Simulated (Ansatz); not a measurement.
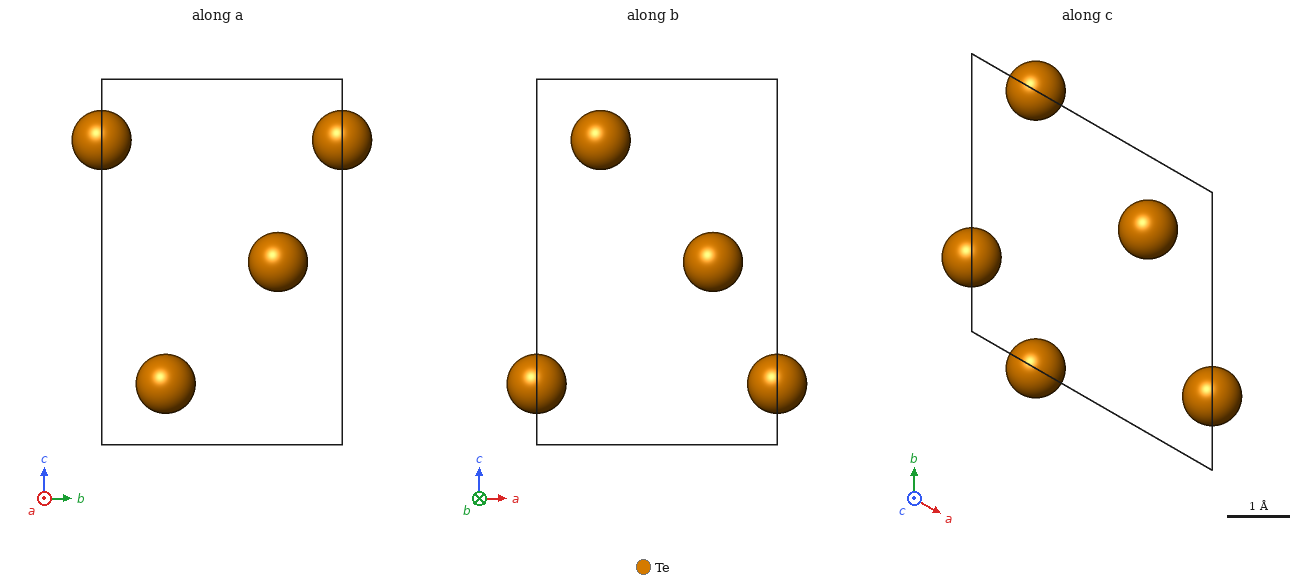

Structure drawing (ball-and-stick), viewed along the a axis, along the b axis and along the c axis. Lines trace the edges of the conventional unit cell.

Lattice parameters: a = 4.5272 Å, b = 4.5272 Å, c = 5.9615 Å, α = 90.000°, β = 90.000°, γ = 120.000°.

**Record the structure as a CIF with its space group and independent sites, with free fractional coordinates to two decimals.**

```cif
data_structure
_symmetry_space_group_name_H-M 'P 31 2 1'
_symmetry_Int_Tables_number 152
_cell_length_a 4.5272
_cell_length_b 4.5272
_cell_length_c 5.9615
_cell_angle_alpha 90.000
_cell_angle_beta 90.000
_cell_angle_gamma 120.000
_cell_volume 105.82
loop_
_atom_site_label
_atom_site_type_symbol
_atom_site_symmetry_multiplicity
_atom_site_Wyckoff_symbol
_atom_site_fract_x
_atom_site_fract_y
_atom_site_fract_z
_atom_site_occupancy
Te1 Te 3 b 0.27 0.00 0.8333 1
```

The cell started as a structure type known for this element. The geometry comes from a coarse first relaxation with DFT PBE, scalar-relativistic, plane waves, PAW in Ansatz 0.2.0.
